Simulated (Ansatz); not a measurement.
## P: geometry relaxation (part 1 of 2)

P (Cmce, 4 atoms in the cell), computed with DFT PBE+D3(BJ), scalar-relativistic, plane waves, PAW, no spin polarisation (Ansatz 0.2.0).

The structure derives from an entry of the Crystallography Open Database. Figures and captions count atoms from 1; the log counts them from 0 in places.

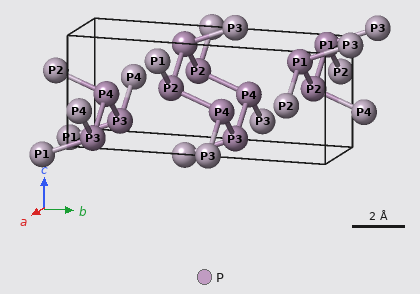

The input geometry (ball-and-stick view of the cell 2 times as large as that of the calculation, set on its symmetry axes, seen slightly off an axis; neighbours outside the cell are drawn fainter; atoms are numbered from 1 in the order of the input). An atom can appear more than once, as a periodic image. Near neighbours in the periodic cell (some may lie outside the picture): P has 3 P at 2.17 to 2.20 Å.

**Summary**

| quantity | value |
| --- | --- |
| outcome | converged |
| space group (tolerance 0.01 Å) | Cmce (64) |
| electrons treated | 20 |
| free energy | −3024.1615 eV |
| Fermi energy | 8.580 eV |
| gap on the k-point mesh | none (metallic) |
| pressure | −0.15 GPa |
| final volume | 70.18 Å³ |
| largest force (length of the vector) at the end | 0.024 eV/Å |
| final cell | a = 5.341 Å, b = 5.341 Å, c = 4.141 Å, α = 90.00°, β = 90.00°, γ = 143.55° |
| hardware | 4 threads of Intel Xeon (Granite Rapids), 32 GiB of memory available, shared host |
| wall time | 4.7 s (CPU time 16 s) |
| peak memory | 0.43 GiB |

**Input file**
```yaml
crystal:
  lattice:
    - [1.655, -5.25, 0.0]
    - [1.655, 5.25, 0.0]
    - [0.0, 0.0, 4.38]
  atoms:
    - { symbol: P, position: [0.098, 0.902, 0.91] }
    - { symbol: P, position: [0.598, 0.402, 0.59] }
    - { symbol: P, position: [0.902, 0.098, 0.09] }
    - { symbol: P, position: [0.402, 0.598, 0.41] }
basis:
  ecutwfc: 420
kpoints:
  mp_grid: { grid: [6, 6, 4] }
hamiltonian:
  xc: pbe
  dispersion: d3bj
scf:
  occupations: { method: gaussian, width: 0.1 }
output:
  forces: true
  stress: true
  eigenvalues: true
relax:
  adjacent_minimum: "off"
  f_tol: 0.05
  max_steps: 80
  cell: { stress_tol: 0.5 }
```

Run as:
```bash
ansatz run input.yaml --threads 4 --pin off --max-ram 10240MiB --backend cpu --events-out ev --progress --plain --runs-dir out
```

**Output**
```
Engine: ansatz 0.2.0, x86_64-unknown-linux-gnu
Pseudopotentials: kind: paw
Pseudopotential: P, paw, valence charge 5, recommended cutoff 420 eV (normal), P.paw.azcp
Functional definition: PBE
  parameter kappa = 0.804
  parameter beta = 0.06672455060314922
  exchange = pbe_x(kappa = kappa, mu = beta*pi^2/3)
  correlation = pbe_c(beta = beta)
Crystal: 4 atoms, lattice volume = 76.113 Å³
Basis set: ecut = 420 eV, 1495 PW (Γ), exchange–correlation on 80×80×60 points (8 copies of the dense FFT grid, shifted against one another)
Bands: 14, of which v1, the nominal top of the filled ones, is band 10 counted from 1 (9 counted from 0)
Symmetry: 8 space group operations
Space group: Cmce (ITA 64), of the structure as read, at distance tolerance 4.2e-5 Å
k-points: 39 of 144
Non-local potential: P, projectors of the file, l = 0: 2, l = 1: 2, l = 2: 2
PAW form: soft (Blöchl's): semilocal exchange-correlation on the pseudo side does not see the compensation charge
PAW one-centre angular grid: P, 110 points (default); XC on 64 Gauss nodes
Initial density: superposition of atomic densities (neutral atoms: chi_scale 0, normalization atom), corrected by the library's trained network
Initial wavefunctions: pseudopotential atomic-orbital guess
Functional: x = pbe(κ = 0.804, μ = 0.2195149727645171), c = pbe(β = 0.06672455060314922)
SCF iter   1: F=—  HF=-3023.990353 eV  |F-HF|=—  |Δ(HF+E_count)|=         —  Δρ=2.11e-3  dr2=2.44e-3  ethr=1.77e-3  ⟨swp⟩=7.3  Hψ=4033  notcnv=0
preconditioner: auto → none  [insulator: Δε(μ)=0.131 eV  Ē_g=9.164 eV  σ=0.100 eV  W_gap=0.64  n_scr=12 (ndim 8)  ℏωp=19.0 eV  f_vac=0.000  D(μ)=0.11/eV (n_scr^D=0)  ε∞_Penn≈5.3]
SCF iter   2: F=—  HF=-3023.989246 eV  |F-HF|=—  |Δ(HF+E_count)|=   1.11e-3  Δρ=9.48e-4  dr2=3.81e-4  ethr=1.22e-5  ⟨swp⟩=3.0  Hψ=1368  notcnv=0
SCF iter   3: F=—  HF=-3023.989258 eV  |F-HF|=—  |Δ(HF+E_count)|=   1.24e-5  Δρ=3.72e-4  dr2=5.13e-5  ethr=1.91e-6  ⟨swp⟩=2.8  Hψ=947  notcnv=0
SCF iter   4: F=—  HF=-3023.989287 eV  |F-HF|=—  |Δ(HF+E_count)|=   2.91e-5  Δρ=8.05e-5  dr2=1.08e-5  ethr=2.56e-7  ⟨swp⟩=2.7  Hψ=1133  notcnv=0
SCF iter   5: F=—  HF=-3023.989286 eV  |F-HF|=—  |Δ(HF+E_count)|=   1.53e-6  Δρ=3.36e-5  dr2=1.01e-6  ethr=5.39e-8  ⟨swp⟩=2.1  Hψ=837  notcnv=0
SCF iter   6: F=-3023.989286 eV  HF=-3023.989286 eV  |F-HF|=3.55e-8  |Δ(HF+E_count)|=   1.27e-8  Δρ=6.02e-6  dr2=5.85e-8  ethr=5.00e-10  ⟨swp⟩=6.2  Hψ=3542  notcnv=0
SCF 1 converged in 6 iterations: F = -3023.989286 eV  dr2 = 5.85e-8
  greatest PAW one-centre occupation: 0.807 electrons in one spin orbital (limit 2), on the P atom at site 3 (counted from 0), in its partial waves of l = 0
relax step   1: F+E_penalty+E_count = -3023.98928580 eV  Δ(F+E_penalty+E_count) = +0.000e0 eV  max|allowed force component| = 8.491e-1 eV/Å  Δτ_max = 0.0000 Å  P = +3.092 GPa  Ω = 76.113 Å³  (6 SCF iters, dr2 threshold 1.00e-7 eV, accepted)
Crystal: 4 atoms, lattice volume = 69.781 Å³
Basis set: ecut = 420 eV, 1367 PW (Γ), exchange–correlation on 80×80×60 points (8 copies of the dense FFT grid, shifted against one another)
Initial density: handed on by an earlier stage of this run
Initial wavefunctions: those handed on with the density
iter 1 solved again at ethr=1.71e-4 eV; its pass at ethr=3.10e-3 eV (dr2=3.42e-2 eV) is discarded
SCF iter   1: F=—  HF=-3024.108503 eV  |F-HF|=—  |Δ(HF+E_count)|=         —  Δρ=8.87e-3  dr2=3.49e-2  ethr=1.71e-4  ⟨swp⟩=1.9  Hψ=4692  notcnv=0
preconditioner: auto → none  [insulator: Δε(μ)=0.141 eV  Ē_g=9.180 eV  σ=0.100 eV  W_gap=0.56  n_scr=12 (ndim 8)  ℏωp=19.9 eV  f_vac=0.000  D(μ)=0.54/eV (n_scr^D=0)  ε∞_Penn≈5.7]
SCF iter   2: F=—  HF=-3024.101654 eV  |F-HF|=—  |Δ(HF+E_count)|=   6.85e-3  Δρ=4.00e-3  dr2=5.24e-3  ethr=1.71e-4  ⟨swp⟩=2.5  Hψ=915  notcnv=0
SCF iter   3: F=—  HF=-3024.101854 eV  |F-HF|=—  |Δ(HF+E_count)|=   2.00e-4  Δρ=1.05e-3  dr2=8.61e-4  ethr=2.62e-5  ⟨swp⟩=2.8  Hψ=844  notcnv=0
SCF iter   4: F=—  HF=-3024.101781 eV  |F-HF|=—  |Δ(HF+E_count)|=   7.29e-5  Δρ=3.23e-4  dr2=1.66e-4  ethr=4.30e-6  ⟨swp⟩=2.1  Hψ=837  notcnv=0
SCF iter   5: F=—  HF=-3024.101749 eV  |F-HF|=—  |Δ(HF+E_count)|=   3.18e-5  Δρ=9.74e-5  dr2=3.97e-6  ethr=8.30e-7  ⟨swp⟩=2.1  Hψ=821  notcnv=0
SCF iter   6: F=-3024.101750 eV  HF=-3024.101750 eV  |F-HF|=3.54e-8  |Δ(HF+E_count)|=   6.72e-7  Δρ=1.50e-5  dr2=1.72e-7  ethr=2.00e-9  ⟨swp⟩=6.0  Hψ=3357  notcnv=0
SCF 2 converged in 6 iterations: F = -3024.101750 eV  dr2 = 1.72e-7
  greatest PAW one-centre occupation: 0.811 electrons in one spin orbital (limit 2), on the P atom at site 3 (counted from 0), in its partial waves of l = 0
relax step   2: F+E_penalty+E_count = -3024.10175002 eV  Δ(F+E_penalty+E_count) = -1.125e-1 eV  max|allowed force component| = 2.073e-1 eV/Å  Δτ_max = 0.0998 Å  P = +3.163 GPa  Ω = 69.781 Å³  energy of the carried Pulay correction = +9.181e-4 eV  (6 SCF iters, dr2 threshold 4.00e-7 eV, accepted)
Crystal: 4 atoms, lattice volume = 71.349 Å³
Basis set: ecut = 420 eV, 1391 PW (Γ), exchange–correlation on 80×80×60 points (8 copies of the dense FFT grid, shifted against one another)
iter 1 solved again at ethr=4.55e-5 eV; its pass at ethr=3.10e-3 eV (dr2=9.11e-3 eV) is discarded
SCF iter   1: F=—  HF=-3024.148980 eV  |F-HF|=—  |Δ(HF+E_count)|=         —  Δρ=2.89e-3  dr2=8.45e-3  ethr=4.55e-5  ⟨swp⟩=2.1  Hψ=4490  notcnv=0
preconditioner: auto → Kerker (q_TF=auto, 2.207 Å⁻¹)  [metal: Δε(μ)=0.099 eV  Ē_g=9.009 eV  σ=0.100 eV  W_gap=0.44  n_scr=12 (ndim 8)  ℏωp=19.7 eV  f_vac=0.000  D(μ)=0.48/eV (n_scr^D=0)]
SCF iter   2: F=—  HF=-3024.147152 eV  |F-HF|=—  |Δ(HF+E_count)|=   1.83e-3  Δρ=1.76e-3  dr2=3.41e-3  ethr=4.22e-5  ⟨swp⟩=1.1  Hψ=560  notcnv=0
SCF iter   3: F=—  HF=-3024.146340 eV  |F-HF|=—  |Δ(HF+E_count)|=   8.12e-4  Δρ=3.55e-4  dr2=8.14e-5  ethr=1.71e-5  ⟨swp⟩=2.1  Hψ=905  notcnv=0
SCF iter   4: F=—  HF=-3024.146337 eV  |F-HF|=—  |Δ(HF+E_count)|=   2.95e-6  Δρ=9.61e-5  dr2=1.31e-5  ethr=4.07e-7  ⟨swp⟩=2.2  Hψ=941  notcnv=0
SCF iter   5: F=—  HF=-3024.146336 eV  |F-HF|=—  |Δ(HF+E_count)|=   8.99e-7  Δρ=3.29e-5  dr2=1.65e-6  ethr=6.55e-8  ⟨swp⟩=2.6  Hψ=927  notcnv=0
SCF iter   6: F=-3024.146336 eV  HF=-3024.146336 eV  |F-HF|=8.92e-8  |Δ(HF+E_count)|=   3.02e-7  Δρ=8.36e-6  dr2=1.25e-7  ethr=2.00e-9  ⟨swp⟩=7.3  Hψ=3056  notcnv=0
SCF 3 converged in 6 iterations: F = -3024.146336 eV  dr2 = 1.25e-7
  greatest PAW one-centre occupation: 0.812 electrons in one spin orbital (limit 2), on the P atom at site 3 (counted from 0), in its partial waves of l = 0
relax step   3: F+E_penalty+E_count = -3024.14633596 eV  Δ(F+E_penalty+E_count) = -4.459e-2 eV  max|allowed force component| = 7.113e-2 eV/Å  Δτ_max = 0.0135 Å  P = -0.258 GPa  Ω = 71.349 Å³  energy of the carried Pulay correction = +6.834e-4 eV  (6 SCF iters, dr2 threshold 4.00e-7 eV, accepted)
Crystal: 4 atoms, lattice volume = 71.286 Å³
Basis set: ecut = 420 eV, 1395 PW (Γ), exchange–correlation on 80×80×60 points (8 copies of the dense FFT grid, shifted against one another)
iter 1 solved again at ethr=9.57e-6 eV; its pass at ethr=3.10e-3 eV (dr2=1.91e-3 eV) is discarded
SCF iter   1: F=—  HF=-3024.156811 eV  |F-HF|=—  |Δ(HF+E_count)|=         —  Δρ=1.62e-3  dr2=1.92e-3  ethr=9.57e-6  ⟨swp⟩=2.4  Hψ=4525  notcnv=0
preconditioner: auto → none  [insulator: Δε(μ)=0.224 eV  Ē_g=9.015 eV  σ=0.100 eV  W_gap=0.58  n_scr=12 (ndim 8)  ℏωp=19.7 eV  f_vac=0.000  D(μ)=0.41/eV (n_scr^D=0)  ε∞_Penn≈5.8]
SCF iter   2: F=—  HF=-3024.156566 eV  |F-HF|=—  |Δ(HF+E_count)|=   2.46e-4  Δρ=7.38e-4  dr2=3.56e-4  ethr=9.57e-6  ⟨swp⟩=2.0  Hψ=813  notcnv=0
SCF iter   3: F=—  HF=-3024.156548 eV  |F-HF|=—  |Δ(HF+E_count)|=   1.78e-5  Δρ=3.92e-4  dr2=8.08e-5  ethr=1.78e-6  ⟨swp⟩=2.0  Hψ=813  notcnv=0
SCF iter   4: F=—  HF=-3024.156552 eV  |F-HF|=—  |Δ(HF+E_count)|=   4.08e-6  Δρ=7.93e-5  dr2=2.55e-6  ethr=4.04e-7  ⟨swp⟩=2.2  Hψ=827  notcnv=0
iter 5 did not close the SCF: its close was put off for the readings that it lacked (scf_convergence_deferred on its scf_iter line)
SCF iter   5: F=-3024.156553 eV  HF=-3024.156553 eV  |F-HF|=8.75e-10  |Δ(HF+E_count)|=   7.65e-7  Δρ=1.13e-5  dr2=6.33e-8  ethr=1.27e-8  ⟨swp⟩=2.9  Hψ=1000  notcnv=0
SCF iter   6: F=-3024.156553 eV  HF=-3024.156553 eV  |F-HF|=5.85e-10  |Δ(HF+E_count)|=   1.22e-8  Δρ=1.21e-6  dr2=1.28e-9  ethr=3.16e-10  ⟨swp⟩=4.3  Hψ=2932  notcnv=0
SCF 4 converged in 6 iterations: F = -3024.156553 eV  dr2 = 1.28e-9
relax step   4: F+E_penalty+E_count = -3024.15655293 eV  Δ(F+E_penalty+E_count) = -1.022e-2 eV  max|allowed force component| = 4.123e-2 eV/Å  Δτ_max = 0.0156 Å  P = -0.496 GPa  Ω = 71.286 Å³  energy of the carried Pulay correction = +6.928e-4 eV  (6 SCF iters, dr2 threshold 4.00e-7 eV, accepted)
Crystal: 4 atoms, lattice volume = 69.894 Å³
Basis set: ecut = 420 eV, 1353 PW (Γ), exchange–correlation on 80×80×60 points (8 copies of the dense FFT grid, shifted against one another)
iter 1 solved again at ethr=1.73e-5 eV; its pass at ethr=3.10e-3 eV (dr2=3.45e-3 eV) is discarded
SCF iter   1: F=—  HF=-3024.153662 eV  |F-HF|=—  |Δ(HF+E_count)|=         —  Δρ=2.37e-3  dr2=3.55e-3  ethr=1.73e-5  ⟨swp⟩=2.7  Hψ=4831  notcnv=0
preconditioner: auto → Kerker (q_TF=auto, 2.215 Å⁻¹)  [metal: Δε(μ)=0.061 eV  Ē_g=9.081 eV  σ=0.100 eV  W_gap=0.32  n_scr=12 (ndim 8)  ℏωp=19.9 eV  f_vac=0.000  D(μ)=0.40/eV (n_scr^D=0)]
SCF iter   2: F=—  HF=-3024.153315 eV  |F-HF|=—  |Δ(HF+E_count)|=   3.47e-4  Δρ=1.43e-3  dr2=1.33e-3  ethr=1.73e-5  ⟨swp⟩=1.0  Hψ=546  notcnv=0
SCF iter   3: F=—  HF=-3024.153193 eV  |F-HF|=—  |Δ(HF+E_count)|=   1.22e-4  Δρ=1.97e-4  dr2=2.80e-5  ethr=6.64e-6  ⟨swp⟩=2.3  Hψ=867  notcnv=0
SCF iter   4: F=—  HF=-3024.153197 eV  |F-HF|=—  |Δ(HF+E_count)|=   3.19e-6  Δρ=6.75e-5  dr2=5.77e-6  ethr=1.40e-7  ⟨swp⟩=2.2  Hψ=929  notcnv=0
SCF iter   5: F=—  HF=-3024.153195 eV  |F-HF|=—  |Δ(HF+E_count)|=   1.20e-6  Δρ=1.93e-5  dr2=5.08e-7  ethr=2.88e-8  ⟨swp⟩=2.8  Hψ=882  notcnv=0
SCF iter   6: F=-3024.153195 eV  HF=-3024.153195 eV  |F-HF|=1.08e-8  |Δ(HF+E_count)|=   9.37e-8  Δρ=3.61e-6  dr2=1.79e-8  ethr=2.00e-9  ⟨swp⟩=7.2  Hψ=2974  notcnv=0
SCF 5 converged in 6 iterations: F = -3024.153195 eV  dr2 = 1.79e-8
relax step   5: F+E_penalty+E_count = -3024.15319527 eV  Δ(F+E_penalty+E_count) = +3.358e-3 eV  max|allowed force component| = 2.318e-1 eV/Å  Δτ_max = 0.0062 Å  P = +0.474 GPa  Ω = 69.894 Å³  energy of the carried Pulay correction = +9.011e-4 eV  (6 SCF iters, dr2 threshold 4.00e-7 eV, rejected (line search))
Crystal: 4 atoms, lattice volume = 70.181 Å³
Basis set: ecut = 420 eV, 1373 PW (Γ), exchange–correlation on 80×80×60 points (8 copies of the dense FFT grid, shifted against one another)
iter 1 solved again at ethr=9.07e-6 eV; its pass at ethr=3.10e-3 eV (dr2=1.81e-3 eV) is discarded
SCF iter   1: F=—  HF=-3024.162282 eV  |F-HF|=—  |Δ(HF+E_count)|=         —  Δρ=1.61e-3  dr2=1.80e-3  ethr=9.07e-6  ⟨swp⟩=2.3  Hψ=4514  notcnv=0
preconditioner: auto → none  [insulator: Δε(μ)=0.273 eV  Ē_g=9.047 eV  σ=0.100 eV  W_gap=0.57  n_scr=12 (ndim 8)  ℏωp=19.8 eV  f_vac=0.000  D(μ)=0.40/eV (n_scr^D=0)  ε∞_Penn≈5.8]
SCF iter   2: F=—  HF=-3024.161885 eV  |F-HF|=—  |Δ(HF+E_count)|=   3.97e-4  Δρ=6.97e-4  dr2=1.86e-4  ethr=8.98e-6  ⟨swp⟩=2.5  Hψ=871  notcnv=0
SCF iter   3: F=—  HF=-3024.161912 eV  |F-HF|=—  |Δ(HF+E_count)|=   2.72e-5  Δρ=2.56e-4  dr2=4.54e-5  ethr=9.28e-7  ⟨swp⟩=2.1  Hψ=800  notcnv=0
SCF iter   4: F=—  HF=-3024.161910 eV  |F-HF|=—  |Δ(HF+E_count)|=   2.04e-6  Δρ=9.54e-5  dr2=7.98e-6  ethr=2.27e-7  ⟨swp⟩=2.0  Hψ=825  notcnv=0
SCF iter   5: F=—  HF=-3024.161909 eV  |F-HF|=—  |Δ(HF+E_count)|=   6.67e-7  Δρ=1.89e-5  dr2=1.35e-7  ethr=3.99e-8  ⟨swp⟩=2.0  Hψ=813  notcnv=0
SCF iter   6: F=—  HF=-3024.161910 eV  |F-HF|=—  |Δ(HF+E_count)|=   4.53e-7  Δρ=2.56e-6  dr2=9.85e-9  ethr=6.77e-10  ⟨swp⟩=2.8  Hψ=999  notcnv=0
SCF iter   7: F=-3024.161910 eV  HF=-3024.161910 eV  |F-HF|=2.68e-11  |Δ(HF+E_count)|=   1.15e-9  Δρ=3.38e-7  dr2=4.16e-11  ethr=2.00e-11  ⟨swp⟩=6.8  Hψ=2818  notcnv=0
SCF 6 converged in 7 iterations: F = -3024.161910 eV  dr2 = 4.16e-11
relax step   6: F+E_penalty+E_count = -3024.16190982 eV  Δ(F+E_penalty+E_count) = -5.357e-3 eV  max|allowed force component| = 2.110e-2 eV/Å  Δτ_max = 0.0111 Å  P = -0.135 GPa  Ω = 70.181 Å³  energy of the carried Pulay correction = +8.579e-4 eV  (7 SCF iters, accepted)
Basis set: ecut = 420 eV, 1373 PW (Γ), exchange–correlation on 72×72×60 points (8 copies of the dense FFT grid, shifted against one another)
Initial wavefunctions: pseudopotential atomic-orbital guess (no wavefunctions were taken with the density)
iter 1 solved again at ethr=5.10e-7 eV; its pass at ethr=3.10e-3 eV (dr2=1.02e-4 eV) is discarded
```
